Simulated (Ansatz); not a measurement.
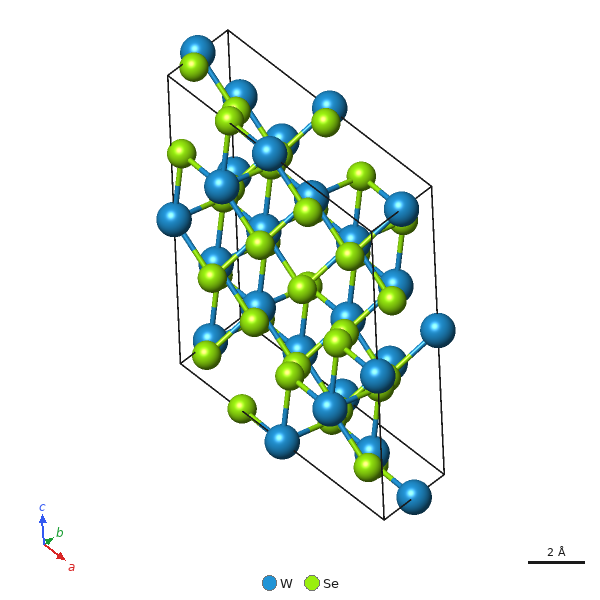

The figure gives a ball-and-stick picture of the atoms, viewed slightly off an axis. Thin lines show the supercell, with boundary atoms drawn in all their periodic places. The host is WSe₂, in a cell of 48 sites, and the cell is neutral.

### What defect is present?

A tungsten vacancy. Around the empty site lie six Se at about 2.5 Å.

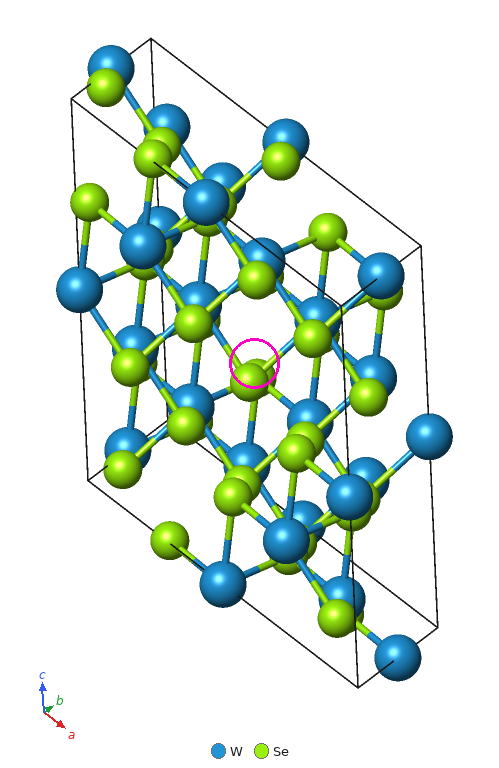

The same cell with a ring at the defect's site.

The initial geometry was a structure listed in the Materials Project, repeated into a supercell with a point defect put in. Earlier steps of the study, as a rule a relaxation of our own, may have changed the cell and positions, so they can lie some per cent off the listed ones. It was set up as input for a calculation with Ansatz.
